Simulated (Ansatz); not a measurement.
Run report: MoS₂, single-point calculation (part 1 of 2)

System: MoS₂ (3 atoms in the cell).
Method: DFT, HSE06, plane waves, PAW, no spin polarisation (Ansatz 0.2.0).

The structure was built on a prototype by a generator. The geometry comes from this level: r2scan-rvv10. Figures and captions count atoms from 1; the log counts them from 0 in places.

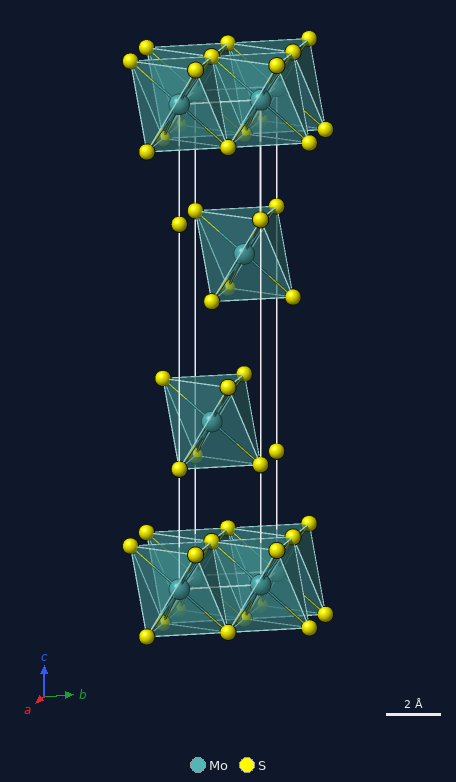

**Figure 1.** The structure as given in the input (polyhedral view of the cell 3 times as large as that of the calculation, set on its symmetry axes, seen slightly off an axis; polyhedra are completed across the faces of the cell).

Input:
```yaml
crystal:
  lattice:
    - [1.5965300489, 0.9217570535, 6.0772313985]
    - [-1.5965300489, 0.9217570535, 6.0772313985]
    - [0.0, -1.843514107, 6.0772313985]
  atoms:
    - { symbol: Mo, position: [0.0, 0.0, 0.0] }
    - { symbol: S, position: [0.2474267338, 0.2474267338, 0.2474267338] }
    - { symbol: S, position: [0.7525732662, 0.7525732662, 0.7525732662] }
kpoints:
  mp_grid: { grid: [4, 4, 4] }
hamiltonian:
  xc: hse06
scf:
  occupations: { method: fermi_dirac, width: 0.02 }
  n_extra_bands: 4
output:
  forces: true
  stress: true
  eigenvalues: true
  write_density: true
  write_potential: true
  elf: true
  volumetric_format: npy
```

Launch command:
```bash
ansatz run input.yaml --threads 4 --pin off --max-ram 3686MiB --backend cpu --events-out ev --progress --plain --runs-dir out
```

What the program printed:
```
Warning: output.stress: scf.convergence.dr2_threshold = 1e-7 eV (the SCF's general default) is looser than the 3e-10 eV advised for a printed stress (1e-10 eV for each atom of the cell: 3). What an SCF threshold leaves in a stress goes as its square root, and in the free energy as the threshold itself, and one threshold admits the most on a small cell: of the crystals measured, under no hybrid functional and no lock of the moments, on runs that ended without the residual-converged pass, on stresses that held no estimate of that error, the worst erred by over 100 MPa in a component at 1e-7 eV an atom and by under 5 at 1e-10. Set scf.convergence.dr2_threshold to 3e-10 eV or tighter. The threshold is an SCF's pass mark: one that does not reach it within its budget of iterations ends unconverged, or closes short of it on a stop that the run arms, and scf.convergence.dr2_threshold's page says what that costs each kind of run
Warning: output.stress: scf.exx.energy_threshold = 1e-6 eV is looser than the 3e-8 eV advised for a stress under a hybrid functional (1e-8 eV for each atom of the cell: 3). Every SCF of the exchange loop can meet its threshold on dr2 while the loop round them stops early: no threshold on dr2 bounds what that leaves in the stress. Set scf.exx.energy_threshold to 3e-8 eV or tighter. The threshold is the loop's pass mark: a loop that does not reach it within its budget of cycles ends unconverged, and scf.exx.energy_threshold's page has the law
basis.fft_grid_basis auto: the FFT boxes are laid along the combinations [[1, -1, 0], [0, 1, 0], [0, -1, 1]] of the cell's own vectors, 3.193, 6.351 and 3.193 Å long. The dense box has 24×45×24 points. Along the cell's own vectors, as sized, it would have 45×45×45, 3.52 times as many. Of the 12 symmetry operations that the crystal satisfies within crystal.symmetry.tolerance (time reversal apart; of a slab, those that keep its plane) the dense box along the cell's own vectors carries 12, and the one as laid loses 8 of those. basis.fft_grid_basis: typed keeps the cell's own vectors: state it where this run's energies or levels are differenced outside the engine with another run's, or held beside a run that keeps those vectors. Those combinations have planes normal to reciprocal vector 3, as the cell's own vectors have. Each planar average written beside output.write_density, output.write_potential has a row for each plane of the box: 24. The volumetric files lie along those combinations, not along the cell's own vectors: a cube or XSF file states them, and fields.json those of NumPy files.
scf.n_extra_bands = 4 over 13 filled bands (N_el = 26.0): the run solves 17 bands
Engine: ansatz 0.2.0, x86_64-unknown-linux-gnu
Pseudopotentials: kind: paw
Pseudopotential: Mo, paw, valence charge 14, recommended cutoff 420 eV (normal), Mo.paw.azcp
Pseudopotential: S, paw, valence charge 6, recommended cutoff 420 eV (normal), S.paw.azcp
Functional definition: HSE06
  parameter a = 0.25
  parameter omega = 0.11/bohr
  exchange = pbe_x - a*pbe_x_sr(omega) + a*exact_x_sr(omega)
  correlation = pbe_c
Crystal: 3 atoms, lattice volume = 53.660 Å³
Basis set: ecut = 420 eV, 1059 PW (Γ), FFT grids on a1−a2, a2, −a2+a3, exchange–correlation on 48×90×48 points (8 copies of the dense FFT grid, shifted against one another)
Bands: 17, of which v1, the nominal top of the filled ones, is band 13 counted from 1 (12 counted from 0)
Symmetry: 12 space group operations
Space group: R-3m (ITA 166), of the structure as read, at distance tolerance 3.8e-5 Å
k-points: 13 of 64
Non-local potential: Mo, projectors of the file, l = 0: 3, l = 1: 2, l = 2: 2, l = 3: 1
Non-local potential: S, projectors of the file, l = 0: 2, l = 1: 2, l = 2: 2
PAW form: soft (Blöchl's): semilocal exchange-correlation on the pseudo side does not see the compensation charge
PAW frozen core: Mo, regenerated for the run's functional, and the local potential with it (the file was generated under x = pbe(κ = 0.804, μ = 0.2195149727645171), c = pbe(β = 0.06672455060314922))
PAW frozen core: S, regenerated for the run's functional, and the local potential with it (the file was generated under x = pbe(κ = 0.804, μ = 0.2195149727645171), c = pbe(β = 0.06672455060314922))
PAW one-centre angular grid: Mo, 590 points (default); XC on 64 Gauss nodes
PAW one-centre angular grid: S, 110 points (default); XC on 64 Gauss nodes
Initial density: superposition of atomic densities (neutral atoms: chi_scale 0, normalization atom), corrected by the library's trained network
Initial wavefunctions: pseudopotential atomic-orbital guess
Functional: x = pbe(κ = 0.804, μ = 0.2195149727645171), c = pbe(β = 0.06672455060314922), warm-up for x = pbe(κ = 0.804, μ = 0.2195149727645171) + 0.25 (exact − pbe) at short range (hse, ω = 0.20786987370883472 Å⁻¹), c = pbe(β = 0.06672455060314922); HSE06 as pw.x's `hse` composes it (authors' and Libxc's form: `xc: wpbeh`)
SCF iter   1: F=—  HF=-6761.836275 eV  |F-HF|=—  |Δ(HF+E_count)|=         —  Δρ=7.39e-3  dr2=5.24e-2  ethr=1.77e-3  ⟨swp⟩=5.5  Hψ=905  notcnv=0
preconditioner: auto → none  [insulator: Δε(μ)=0.066 eV  Ē_g=7.924 eV  σ=0.020 eV  W_gap=0.58  n_scr=16 (ndim 8)  ℏωp=21.5 eV  f_vac=0.009  D(μ)=4.67/eV (n_scr^D=48)]
iter 2 solved again at ethr=1.67e-5 eV; its pass at ethr=2.02e-4 eV (dr2=4.35e-3 eV) is discarded
SCF iter   2: F=—  HF=-6761.828688 eV  |F-HF|=—  |Δ(HF+E_count)|=   7.59e-3  Δρ=2.67e-3  dr2=4.04e-3  ethr=1.67e-5  ⟨swp⟩=2.7  Hψ=909  notcnv=0  defer=1
preconditioner: auto → Kerker (q_TF=auto, 2.418 Å⁻¹)  [metal: Δε(μ)=0.030 eV  Ē_g=7.896 eV  σ=0.020 eV  W_gap=0.35  n_scr=16 (ndim 8)  ℏωp=21.5 eV  f_vac=0.010  D(μ)=5.04/eV (n_scr^D=60)]
SCF iter   3: F=—  HF=-6761.828588 eV  |F-HF|=—  |Δ(HF+E_count)|=   9.97e-5  Δρ=8.92e-4  dr2=1.01e-3  ethr=1.55e-5  ⟨swp⟩=3.1  Hψ=476  notcnv=0
SCF iter   4: F=—  HF=-6761.828520 eV  |F-HF|=—  |Δ(HF+E_count)|=   6.77e-5  Δρ=3.81e-4  dr2=1.11e-4  ethr=3.87e-6  ⟨swp⟩=3.0  Hψ=417  notcnv=0
SCF iter   5: F=—  HF=-6761.828525 eV  |F-HF|=—  |Δ(HF+E_count)|=   5.00e-6  Δρ=1.05e-4  dr2=9.97e-6  ethr=4.28e-7  ⟨swp⟩=3.0  Hψ=495  notcnv=0
SCF iter   6: F=—  HF=-6761.828529 eV  |F-HF|=—  |Δ(HF+E_count)|=   3.89e-6  Δρ=4.48e-5  dr2=5.01e-6  ethr=3.84e-8  ⟨swp⟩=3.0  Hψ=436  notcnv=0
SCF iter   7: F=—  HF=-6761.828529 eV  |F-HF|=—  |Δ(HF+E_count)|=   3.07e-7  Δρ=2.69e-5  dr2=9.43e-7  ethr=1.93e-8  ⟨swp⟩=2.9  Hψ=411  notcnv=0
SCF iter   8: F=—  HF=-6761.828529 eV  |F-HF|=—  |Δ(HF+E_count)|=   6.61e-8  Δρ=1.37e-5  dr2=2.28e-7  ethr=3.63e-9  ⟨swp⟩=3.8  Hψ=517  notcnv=0
SCF iter   9: F=—  HF=-6761.828529 eV  |F-HF|=—  |Δ(HF+E_count)|=   4.25e-8  Δρ=5.56e-6  dr2=3.43e-8  ethr=8.76e-10  ⟨swp⟩=2.8  Hψ=419  notcnv=0
SCF iter  10: F=-6761.828529 eV  HF=-6761.828529 eV  |F-HF|=1.64e-11  |Δ(HF+E_count)|=   5.13e-9  Δρ=6.29e-7  dr2=1.80e-10  ethr=1.32e-10  ⟨swp⟩=3.1  Hψ=492  notcnv=0
SCF 1 converged in 10 iterations: F = -6761.828529 eV  dr2 = 1.80e-10
  greatest PAW one-centre occupation: 0.998 electrons in one spin orbital (limit 2), on the Mo atom at site 0 (counted from 0), in its partial waves of l = 0
Initial density: handed on by an earlier stage of this run
Initial wavefunctions: those handed on with the density
Functional: x = pbe(κ = 0.804, μ = 0.2195149727645171) + 0.25 (exact − pbe) at short range (hse, ω = 0.20786987370883472 Å⁻¹), c = pbe(β = 0.06672455060314922); HSE06 as pw.x's `hse` composes it (authors' and Libxc's form: `xc: wpbeh`)
Exchange kernel: α = 0.2500, screened, ω = 0.2079 Å⁻¹, Wigner–Seitz truncation, v(0) = 1003.5153 eV·Å³, q-mesh 4×4×4, nearest image of the exchange supercell L = 12.77 Å, pair-density grid 20×45×20, without the augmentation charges, whose exchange is taken in its separable form by FFT convolution over the k-point mesh (the finest that the files' search goes to), smooth part of the exact exchange by density-matrix convolution
Frozen-core exchange: fock
iter 1 solved again at ethr=6.42e-4 eV; its pass at ethr=1.00e-1 eV (dr2=1.67e-1 eV) is discarded
SCF iter   1: F=—  HF=-6764.619175 eV  |F-HF|=—  |Δ(HF+E_count)|=         —  Δρ=1.23e-2  dr2=1.74e-1  ethr=6.42e-4  ⟨swp⟩=3.0  Hψ=901  notcnv=0
preconditioner: auto → none  [insulator: Δε(μ)=0.091 eV  Ē_g=9.321 eV  σ=0.020 eV  W_gap=0.63  n_scr=16 (ndim 8)  ℏωp=21.5 eV  f_vac=0.012  D(μ)=4.53/eV (n_scr^D=42)]
SCF iter   2: F=—  HF=-6764.696904 eV  |F-HF|=—  |Δ(HF+E_count)|=   7.77e-2  Δρ=1.81e-2  dr2=6.15e-1  ethr=6.42e-4  ⟨swp⟩=3.8  Hψ=638  notcnv=0  recentre
SCF iter   3: F=—  HF=-6764.595338 eV  |F-HF|=—  |Δ(HF+E_count)|=   1.02e-1  Δρ=4.47e-3  dr2=1.45e-2  ethr=6.42e-4  ⟨swp⟩=3.5  Hψ=566  notcnv=0
SCF iter   4: F=—  HF=-6764.591579 eV  |F-HF|=—  |Δ(HF+E_count)|=   3.76e-3  Δρ=1.07e-3  dr2=1.14e-3  ethr=5.35e-5  ⟨swp⟩=3.0  Hψ=535  notcnv=0
SCF iter   5: F=—  HF=-6764.591689 eV  |F-HF|=—  |Δ(HF+E_count)|=   1.11e-4  Δρ=5.99e-4  dr2=5.24e-4  ethr=2.87e-6  ⟨swp⟩=3.0  Hψ=435  notcnv=0
SCF iter   6: F=—  HF=-6764.592170 eV  |F-HF|=—  |Δ(HF+E_count)|=   4.81e-4  Δρ=6.20e-4  dr2=4.55e-4  ethr=9.64e-7  ⟨swp⟩=3.1  Hψ=473  notcnv=0
SCF iter   7: F=—  HF=-6764.592525 eV  |F-HF|=—  |Δ(HF+E_count)|=   3.55e-4  Δρ=5.41e-4  dr2=2.77e-4  ethr=8.19e-7  ⟨swp⟩=3.1  Hψ=486  notcnv=0
SCF iter   8: F=—  HF=-6764.592941 eV  |F-HF|=—  |Δ(HF+E_count)|=   4.16e-4  Δρ=2.64e-4  dr2=5.23e-5  ethr=4.57e-7  ⟨swp⟩=4.0  Hψ=659  notcnv=0
SCF iter   9: F=—  HF=-6764.592979 eV  |F-HF|=—  |Δ(HF+E_count)|=   3.79e-5  Δρ=1.01e-4  dr2=1.46e-5  ethr=1.21e-7  ⟨swp⟩=3.6  Hψ=584  notcnv=0
SCF iter  10: F=-6764.592973 eV  HF=-6764.592978 eV  |F-HF|=5.11e-6  |Δ(HF+E_count)|=   8.49e-7  Δρ=7.22e-5  dr2=7.45e-6  ethr=4.60e-8  ⟨swp⟩=2.0  Hψ=399  notcnv=0
SCF 2 stopped early in 10 iterations: F = -6764.592973 eV  dr2 = 7.45e-6
  Residual-converged pass: ⟨swp⟩=4.0  Hψ=588  notcnv=0  max |occ|·‖R‖ = 6.5e-6 eV (tolerance 6.7e-6 eV)  dr2=7.34e-6  dr2_onsite=1.08e-7  max |Δocc| = 1.9e-8
hybrid outer 1: dexx = +2.153e-2 eV, tail = 4.76e-5 eV
Exchange kernel: α = 0.2500, screened, ω = 0.2079 Å⁻¹, Wigner–Seitz truncation, v(0) = 1003.5153 eV·Å³, q-mesh 4×4×4, nearest image of the exchange supercell L = 12.77 Å, pair-density grid 20×45×20, without the augmentation charges, whose exchange is taken in its separable form by FFT convolution over the k-point mesh (the finest that the files' search goes to), smooth part of the exact exchange by density-matrix convolution
Frozen-core exchange: fock
SCF iter   1: F=—  HF=-6764.592952 eV  |F-HF|=—  |Δ(HF+E_count)|=         —  Δρ=5.65e-5  dr2=1.00e-6  ethr=5.70e-7  ⟨swp⟩=3.5  Hψ=532  notcnv=0
preconditioner: auto → none  [insulator: Δε(μ)=0.064 eV  Ē_g=9.211 eV  σ=0.020 eV  W_gap=0.65  n_scr=16 (ndim 8)  ℏωp=21.5 eV  f_vac=0.015  D(μ)=4.35/eV (n_scr^D=42)]
SCF iter   2: F=—  HF=-6764.592953 eV  |F-HF|=—  |Δ(HF+E_count)|=   8.41e-7  Δρ=3.99e-5  dr2=2.15e-6  ethr=3.24e-9  ⟨swp⟩=3.8  Hψ=516  notcnv=0
SCF iter   3: F=—  HF=-6764.592953 eV  |F-HF|=—  |Δ(HF+E_count)|=   4.04e-8  Δρ=2.56e-5  dr2=8.13e-7  ethr=3.24e-9  ⟨swp⟩=3.1  Hψ=477  notcnv=0  defer=1
SCF iter   4: F=—  HF=-6764.592953 eV  |F-HF|=—  |Δ(HF+E_count)|=   5.64e-8  Δρ=1.97e-5  dr2=4.24e-7  ethr=2.64e-9  ⟨swp⟩=2.1  Hψ=400  notcnv=0  defer=1
SCF iter   5: F=—  HF=-6764.592953 eV  |F-HF|=—  |Δ(HF+E_count)|=   1.26e-8  Δρ=7.68e-6  dr2=8.95e-8  ethr=1.46e-9  ⟨swp⟩=3.1  Hψ=461  notcnv=0  defer=1
SCF iter   6: F=—  HF=-6764.592953 eV  |F-HF|=—  |Δ(HF+E_count)|=   1.05e-8  Δρ=2.92e-6  dr2=1.40e-8  ethr=3.41e-10  ⟨swp⟩=2.2  Hψ=408  notcnv=0  defer=1
SCF iter   7: F=—  HF=-6764.592953 eV  |F-HF|=—  |Δ(HF+E_count)|=   1.95e-9  Δρ=1.15e-6  dr2=1.86e-9  ethr=5.31e-11  ⟨swp⟩=2.6  Hψ=445  notcnv=0  defer=1
SCF iter   8: F=-6764.592953 eV  HF=-6764.592953 eV  |F-HF|=1.64e-11  |Δ(HF+E_count)|=  4.86e-10  Δρ=1.30e-7  dr2=1.72e-11  ethr=7.08e-12  ⟨swp⟩=3.1  Hψ=436  notcnv=0  defer=1
SCF 3 converged in 8 iterations: F = -6764.592953 eV  dr2 = 1.72e-11
  Residual-converged pass: ⟨swp⟩=3.9  Hψ=589  notcnv=0  max |occ|·‖R‖ = 2.6e-7 eV (tolerance 2.7e-7 eV)  dr2=1.26e-11  dr2_onsite=5.17e-13  max |Δocc| = 1.4e-12
```
